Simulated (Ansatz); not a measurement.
**Run report: GaN, geometry relaxation (part 1 of 3)**

The run: geometry relaxation of GaN (P1, 36 atoms in the cell). Method and program: DFT PBEsol, scalar-relativistic, plane waves, PAW, no spin polarisation (Ansatz 0.2.0).

The structure derives from a Materials Project entry. It belongs to a series of runs on one base structure; here: the perfect supercell shaken and relaxed. Figures and captions count atoms from 1; the log counts them from 0 in places.

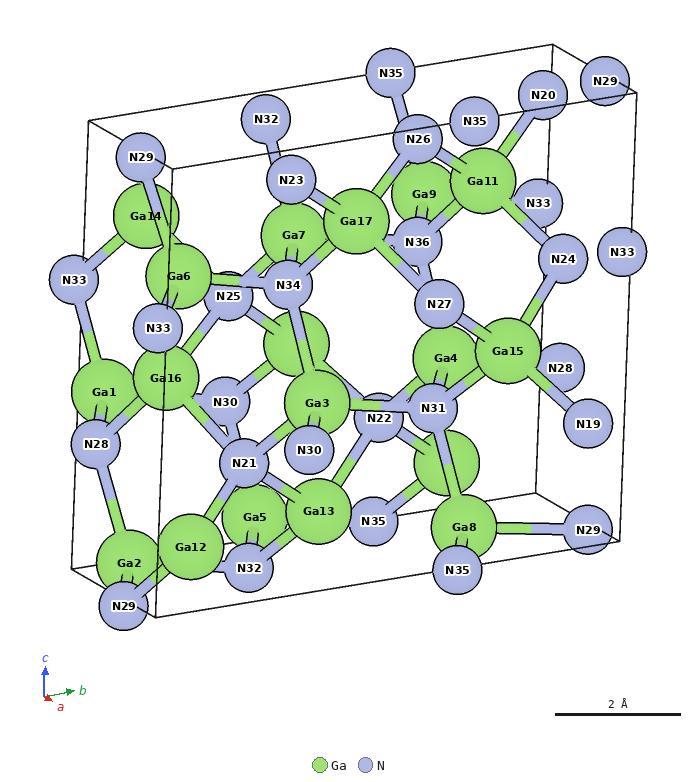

Figure 1. The input geometry (ball-and-stick view of the cell of the calculation, seen slightly off an axis; atoms are numbered from 1 in the order of the input). An atom can appear more than once, as a periodic image. Near neighbours in the periodic cell (some may lie outside the picture): Ga has 4 N at 1.80 to 2.07 Å; N has 4 Ga at 1.80 to 2.07 Å.

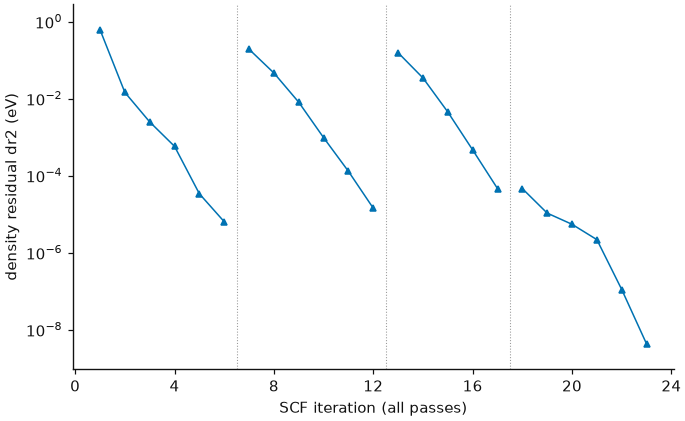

Figure 2. Convergence of the self-consistent field: density residual dr2 against the SCF iteration. The dotted lines part the SCF passes of the relaxation: geometry steps, rejected trials and re-solves on a re-selected basis. The passes take 6, 6, 5 and 6 iterations.

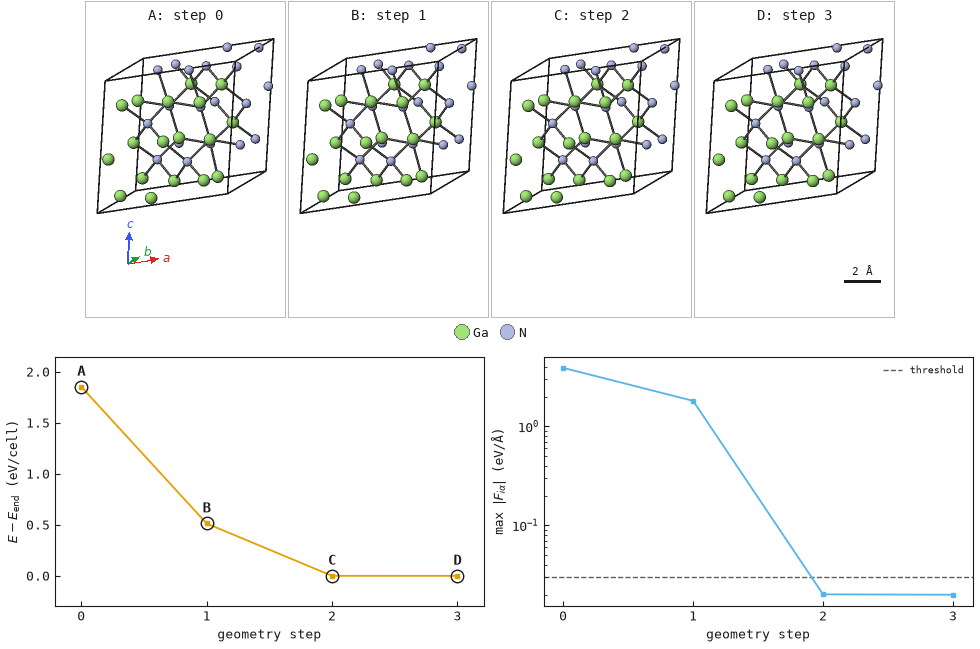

Figure 3. Frames of the relaxation (ball-and-stick view of the cell of the calculation, seen slightly off an axis) above the curves, on which the letters mark them (the first geometry is step 0 here and step 1 in the log).

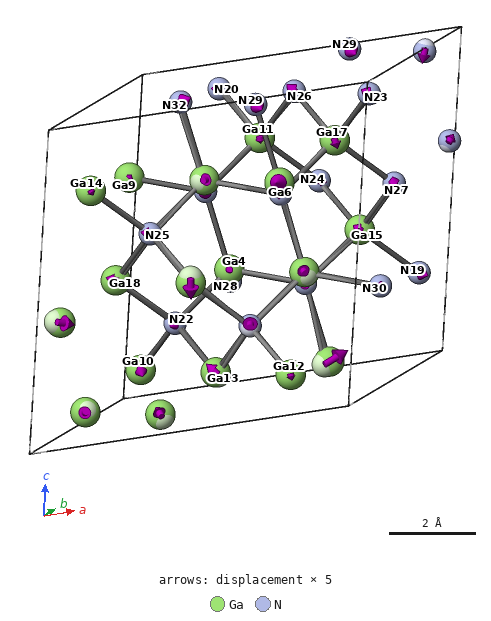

Figure 4. Start (faint) and end (solid) with the displacements as pink arrows, magnified 5 times (ball-and-stick view of the cell of the calculation, seen slightly off an axis). Over 3 geometry steps the energy falls by 1.853 eV per cell of the calculation. The largest force component goes from 3.9 to 0.02 eV/Å. The largest move is that of Ga8, 0.14 Å. Largest moves by element: Ga 0.14 Å, N 0.09 Å. The cell stays as it was. Among the contacts that change: Ga8–N26 1.804 → 1.951 Å, Ga7–N36 2.067 → 1.945 Å, Ga2–N29 1.831 → 1.945 Å, Ga8–N29 2.058 → 1.946 Å. Among the angles that change: N31–Ga8–N35 102.4° → 109.7°, N26–Ga8–N31 116.1° → 109.2°, N21–Ga16–N28 103.0° → 109.2°. The space group (tolerance 0.01 Å) goes from P1 (No. 1) to P6_3mc (No. 186). (Atoms are counted from 1 in the order of the input.)

The input and output of the run follow.

**Input file**
```yaml
crystal:
  lattice:
    - [-4.7742025203, 2.7563871102, -5.1851997849]
    - [4.7742025203, 2.7563871103, -5.1851997849]
    - [0.0, -5.5127742205, -5.1851997849]
  atoms:
    - { symbol: Ga, position: [0.0479400679, 0.0475270975, 0.3924230354] }
    - { symbol: Ga, position: [0.3962152471, 0.0508904101, 0.0484936721] }
    - { symbol: Ga, position: [0.7290643925, 0.3832580609, 0.3841430205] }
    - { symbol: Ga, position: [0.391859602, 0.7211189162, 0.3895592241] }
    - { symbol: Ga, position: [0.0612807218, 0.3818285739, 0.0572765276] }
    - { symbol: Ga, position: [0.721855152, 0.0738020227, 0.7185852901] }
    - { symbol: Ga, position: [0.387659519, 0.3826329131, 0.7209725484] }
    - { symbol: Ga, position: [0.7114587916, 0.7152420648, 0.0486005208] }
    - { symbol: Ga, position: [0.0553363002, 0.7239054048, 0.7190903855] }
    - { symbol: Ga, position: [0.1092436865, 0.7846136685, 0.1151232553] }
    - { symbol: Ga, position: [0.4454575049, 0.7773838644, 0.7816234314] }
    - { symbol: Ga, position: [0.7779445938, 0.1124341334, 0.1148425091] }
    - { symbol: Ga, position: [0.4538989565, 0.4467025871, 0.1018614255] }
    - { symbol: Ga, position: [0.1104743896, 0.1122556632, 0.7807377249] }
    - { symbol: Ga, position: [0.7840535468, 0.7826358306, 0.4384181898] }
    - { symbol: Ga, position: [0.4466972673, 0.1062065515, 0.457517048] }
    - { symbol: Ga, position: [0.7770286203, 0.444304067, 0.7840987614] }
    - { symbol: Ga, position: [0.1207706068, 0.4466984884, 0.4396250484] }
    - { symbol: "N", position: [0.9223513261, 0.9363504026, 0.2651750157] }
    - { symbol: "N", position: [0.2713675303, 0.9325450075, 0.9275070856] }
    - { symbol: "N", position: [0.6014067808, 0.2537482317, 0.2580769691] }
    - { symbol: "N", position: [0.2672017069, 0.6039861535, 0.2639202724] }
    - { symbol: "N", position: [0.9370753762, 0.2699118915, 0.9238175691] }
    - { symbol: "N", position: [0.5922226353, 0.930032536, 0.5979409109] }
    - { symbol: "N", position: [0.2723555412, 0.2670282425, 0.5926779718] }
    - { symbol: "N", position: [0.6036636735, 0.6026891741, 0.9215904965] }
    - { symbol: "N", position: [0.9321136157, 0.6021421991, 0.5895628593] }
    - { symbol: "N", position: [0.3189356467, 0.9829391006, 0.3162767666] }
    - { symbol: "N", position: [0.6458022846, 0.9959379496, 0.9885612741] }
    - { symbol: "N", position: [0.9826305012, 0.3227971817, 0.3170457447] }
    - { symbol: "N", position: [0.6583739579, 0.6477872363, 0.3201087787] }
    - { symbol: "N", position: [0.3103201275, 0.3264738847, 0.9812412901] }
    - { symbol: "N", position: [0.9850597397, 0.9841411653, 0.6463865037] }
    - { symbol: "N", position: [0.6585391699, 0.323325821, 0.6503481667] }
    - { symbol: "N", position: [0.9887383584, 0.6527132035, 0.994242356] }
    - { symbol: "N", position: [0.3192287542, 0.663596648, 0.6516512474] }
basis:
  ecutwfc: 420
  xc_grid: 2
kpoints:
  mp_grid: { grid: [2, 2, 2], shift: [0.5, 0.5, 0.5] }
hamiltonian:
  xc: pbesol
scf:
  occupations: { method: gaussian, width: 0.02 }
output:
  forces: true
  stress: false
  eigenvalues: true
relax:
  adjacent_minimum: "off"
  f_tol: 0.03
  max_steps: 25
```

Command:
```bash
ansatz run input.yaml --threads 8 --pin off --max-ram 16384MiB --backend cpu --events-out ev --progress --plain --runs-dir out
```

**The program's output**
```
Engine: ansatz 0.2.0, x86_64-unknown-linux-gnu
Pseudopotentials: kind: paw
Pseudopotential: Ga, paw, valence charge 13, recommended cutoff 420 eV (normal), Ga.paw.azcp
Pseudopotential: N, paw, valence charge 5, recommended cutoff 420 eV (normal), N.paw.azcp
Functional definition: PBEsol
  exchange = pbesol_x
  correlation = pbesol_c
Crystal: 36 atoms, lattice volume = 409.409 Å³
Basis set: ecut = 420 eV, 7985 PW (Γ), exchange–correlation on 108×108×108 points (8 copies of the dense FFT grid, shifted against one another)
Bands: 198, of which v1, the nominal top of the filled ones, is band 162 counted from 1 (161 counted from 0)
Symmetry: 1 space group operations
Space group: P1 (ITA 1), of the structure as read, at distance tolerance 7.4e-5 Å
k-points: 4 of 8 (time reversal used)
Non-local potential: Ga, projectors of the file, l = 0: 2, l = 1: 2, l = 2: 3, l = 3: 1
Non-local potential: N, projectors of the file, l = 0: 2, l = 1: 2, l = 2: 1
PAW form: soft (Blöchl's): semilocal exchange-correlation on the pseudo side does not see the compensation charge
PAW frozen core: Ga, regenerated for the run's functional, and the local potential with it (the file was generated under x = pbe(κ = 0.804, μ = 0.2195149727645171), c = pbe(β = 0.06672455060314922))
PAW frozen core: N, regenerated for the run's functional, and the local potential with it (the file was generated under x = pbe(κ = 0.804, μ = 0.2195149727645171), c = pbe(β = 0.06672455060314922))
PAW one-centre angular grid: Ga, 590 points (default); XC on 64 Gauss nodes
PAW one-centre angular grid: N, 110 points (default); XC on 64 Gauss nodes
Initial density: superposition of atomic densities (neutral atoms: chi_scale 0, normalization atom), corrected by the library's trained network
Initial wavefunctions: pseudopotential atomic-orbital guess
Functional: x = pbesol(κ = 0.804, μ = 0.12345679012345678), c = pbesol(β = 0.046)
SCF iter   1: F=—  HF=-74209.553877 eV  |F-HF|=—  |Δ(HF+E_count)|=         —  Δρ=1.25e-2  dr2=6.17e-1  ethr=1.77e-3  ⟨swp⟩=6.0  Hψ=2903  notcnv=0
preconditioner: auto → Resta (q_TF=auto, 2.624 Å⁻¹)  ε∞=5.0  [insulator: Δε(μ)=2.997 eV  Ē_g=16.474 eV  σ=0.020 eV  W_gap=1.00  n_scr=124 (ndim 8)  ℏωp=33.0 eV  f_vac=0.008  D(μ)=0.00/eV (n_scr^D=0)  ε∞_Penn≈5.0]
SCF iter   2: F=—  HF=-74209.378436 eV  |F-HF|=—  |Δ(HF+E_count)|=   1.75e-1  Δρ=1.91e-3  dr2=1.45e-2  ethr=1.91e-4  ⟨swp⟩=2.0  Hψ=1110  notcnv=0  defer=116
SCF iter   3: F=—  HF=-74209.375777 eV  |F-HF|=—  |Δ(HF+E_count)|=   2.66e-3  Δρ=8.73e-4  dr2=2.48e-3  ethr=4.48e-6  ⟨swp⟩=2.0  Hψ=884  notcnv=0  defer=116
SCF iter   4: F=—  HF=-74209.376034 eV  |F-HF|=—  |Δ(HF+E_count)|=   2.57e-4  Δρ=3.74e-4  dr2=5.75e-4  ethr=7.66e-7  ⟨swp⟩=2.0  Hψ=1260  notcnv=0  defer=116
SCF iter   5: F=—  HF=-74209.375849 eV  |F-HF|=—  |Δ(HF+E_count)|=   1.85e-4  Δρ=1.08e-4  dr2=3.37e-5  ethr=1.77e-7  ⟨swp⟩=2.0  Hψ=1324  notcnv=0  defer=116
SCF iter   6: F=-74209.375865 eV  HF=-74209.375874 eV  |F-HF|=8.43e-6  |Δ(HF+E_count)|=   2.48e-5  Δρ=3.98e-5  dr2=6.34e-6  ethr=6.94e-9  ⟨swp⟩=10.0  Hψ=3602  notcnv=0
SCF 1 converged in 6 iterations: F = -74209.375865 eV  dr2 = 6.34e-6
  greatest PAW one-centre occupation: 0.996 electrons in one spin orbital (limit 2), on the Ga atom at site 11 (counted from 0), in its partial waves of l = 2
relax step   1: F+E_penalty+E_count = -74209.37586544 eV  Δ(F+E_penalty+E_count) = +0.000e0 eV  max|allowed force component| = 3.909e0 eV/Å  Δτ_max = 0.0000 Å  (6 SCF iters, dr2 threshold 2.25e-5 eV, accepted)
Initial density: handed on by an earlier stage of this run
Initial wavefunctions: those handed on with the density
iter 1 solved again at ethr=5.89e-5 eV; its pass at ethr=3.10e-3 eV (dr2=1.91e-1 eV) is discarded
SCF iter   1: F=—  HF=-74210.773603 eV  |F-HF|=—  |Δ(HF+E_count)|=         —  Δρ=9.86e-3  dr2=1.91e-1  ethr=5.89e-5  ⟨swp⟩=2.0  Hψ=2796  notcnv=0  defer=112
preconditioner: auto → Resta (q_TF=auto, 2.624 Å⁻¹)  ε∞=5.0  [insulator: Δε(μ)=3.188 eV  Ē_g=16.529 eV  σ=0.020 eV  W_gap=1.00  n_scr=124 (ndim 8)  ℏωp=33.0 eV  f_vac=0.007  D(μ)=0.00/eV (n_scr^D=0)  ε∞_Penn≈5.0]
SCF iter   2: F=—  HF=-74210.729129 eV  |F-HF|=—  |Δ(HF+E_count)|=   4.45e-2  Δρ=4.72e-3  dr2=4.62e-2  ethr=5.89e-5  ⟨swp⟩=2.0  Hψ=910  notcnv=0  defer=112
SCF iter   3: F=—  HF=-74210.718013 eV  |F-HF|=—  |Δ(HF+E_count)|=   1.11e-2  Δρ=1.49e-3  dr2=8.03e-3  ethr=1.43e-5  ⟨swp⟩=2.0  Hψ=1288  notcnv=0  defer=112
SCF iter   4: F=—  HF=-74210.716449 eV  |F-HF|=—  |Δ(HF+E_count)|=   1.56e-3  Δρ=3.64e-4  dr2=9.67e-4  ethr=2.48e-6  ⟨swp⟩=2.0  Hψ=1437  notcnv=0  defer=112
SCF iter   5: F=—  HF=-74210.716285 eV  |F-HF|=—  |Δ(HF+E_count)|=   1.65e-4  Δρ=1.66e-4  dr2=1.29e-4  ethr=2.98e-7  ⟨swp⟩=2.0  Hψ=1352  notcnv=0  defer=112
SCF iter   6: F=-74210.716208 eV  HF=-74210.716207 eV  |F-HF|=2.79e-7  |Δ(HF+E_count)|=   7.72e-5  Δρ=5.33e-5  dr2=1.42e-5  ethr=3.09e-8  ⟨swp⟩=9.0  Hψ=3629  notcnv=0
SCF 2 converged in 6 iterations: F = -74210.716208 eV  dr2 = 1.42e-5
  greatest PAW one-centre occupation: 0.995 electrons in one spin orbital (limit 2), on the Ga atom at site 1 (counted from 0), in its partial waves of l = 2
relax step   2: F+E_penalty+E_count = -74210.71620769 eV  Δ(F+E_penalty+E_count) = -1.340e0 eV  max|allowed force component| = 1.813e0 eV/Å  Δτ_max = 0.0764 Å  (6 SCF iters, dr2 threshold 1.00e-4 eV, accepted)
SCF iter   1: F=—  HF=-74211.276620 eV  |F-HF|=—  |Δ(HF+E_count)|=         —  Δρ=8.33e-3  dr2=1.55e-1  ethr=3.99e-4  ⟨swp⟩=4.0  Hψ=1885  notcnv=0  defer=112
preconditioner: auto → Resta (q_TF=auto, 2.624 Å⁻¹)  ε∞=5.0  [insulator: Δε(μ)=3.238 eV  Ē_g=16.534 eV  σ=0.020 eV  W_gap=1.00  n_scr=124 (ndim 8)  ℏωp=33.0 eV  f_vac=0.007  D(μ)=0.00/eV (n_scr^D=0)  ε∞_Penn≈5.0]
SCF iter   2: F=—  HF=-74211.237600 eV  |F-HF|=—  |Δ(HF+E_count)|=   3.90e-2  Δρ=3.93e-3  dr2=3.43e-2  ethr=4.78e-5  ⟨swp⟩=3.0  Hψ=1533  notcnv=0  defer=112
SCF iter   3: F=—  HF=-74211.229882 eV  |F-HF|=—  |Δ(HF+E_count)|=   7.72e-3  Δρ=1.12e-3  dr2=4.48e-3  ethr=1.06e-5  ⟨swp⟩=2.0  Hψ=1292  notcnv=0  defer=112
SCF iter   4: F=—  HF=-74211.229357 eV  |F-HF|=—  |Δ(HF+E_count)|=   5.25e-4  Δρ=3.03e-4  dr2=4.64e-4  ethr=1.38e-6  ⟨swp⟩=2.0  Hψ=1327  notcnv=0  defer=112
SCF iter   5: F=-74211.229305 eV  HF=-74211.229371 eV  |F-HF|=6.62e-5  |Δ(HF+E_count)|=   1.40e-5  Δρ=9.67e-5  dr2=4.60e-5  ethr=3.09e-8  ⟨swp⟩=10.0  Hψ=3741  notcnv=0
SCF 3 converged in 5 iterations: F = -74211.229305 eV  dr2 = 4.60e-5
  greatest PAW one-centre occupation: 0.995 electrons in one spin orbital (limit 2), on the Ga atom at site 14 (counted from 0), in its partial waves of l = 2
relax step   3: F+E_penalty+E_count = -74211.22930500 eV  Δ(F+E_penalty+E_count) = -5.131e-1 eV  max|allowed force component| = 2.009e-2 eV/Å  Δτ_max = 0.0760 Å  (5 SCF iters, dr2 threshold 1.00e-4 eV, accepted)
iter 1 solved again at ethr=1.42e-8 eV; its pass at ethr=3.10e-3 eV (dr2=4.59e-5 eV) is discarded
```
